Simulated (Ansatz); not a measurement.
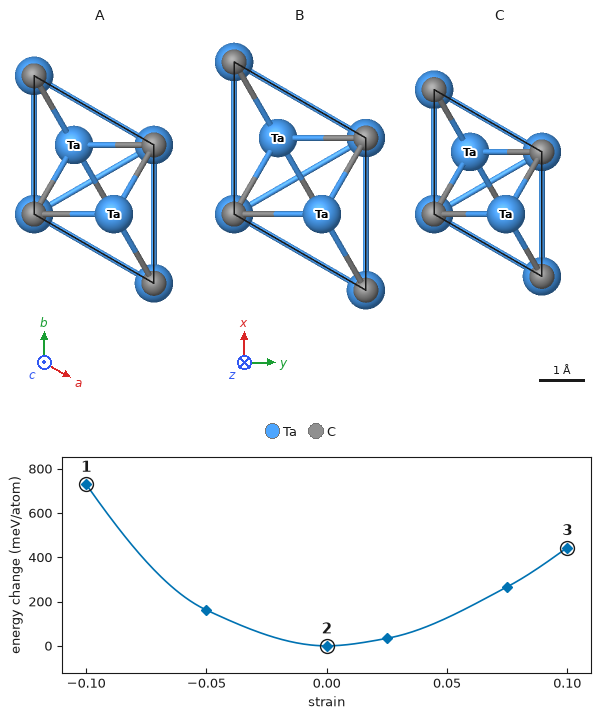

A scan of crystalline Ta4C3 (R3m): the cell is strained equally along x and y, with the atoms kept at their fractional coordinates. x, y and z are the Cartesian axes of the input. The frames are shuffled; the numbered points of the plot belong to them. A ball-and-stick model of the conventional cell (3 times the calculation's cell), seen along the c axis. Lengths and directions refer to the drawn axes.

Level of theory: DFT PBEsol, scalar-relativistic, plane waves, PAW (Ansatz 0.2.0). Set-up: plane-wave cutoff 420 eV; k-point mesh 12 × 12 × 12; occupations gaussian; smearing width 0.15 eV; no spin polarisation. Energies (free energies at the smearing named) are counted from the relaxed crystal.

Q: Which frame belongs to which numbered point?

A: Point 1 is frame C (the strain −0.10, 730 meV/atom); 2 is frame A (the strain 0.00, 0 meV/atom); 3 is frame B (the strain 0.10, 444 meV/atom). Of the computed points the lowest is at the strain 0.00, 0 meV/atom. The distortion keeps the space group R3m. At the strain −0.10 the cell of the drawing goes a 3.103 → 2.793 Å, b 3.103 → 2.793 Å.
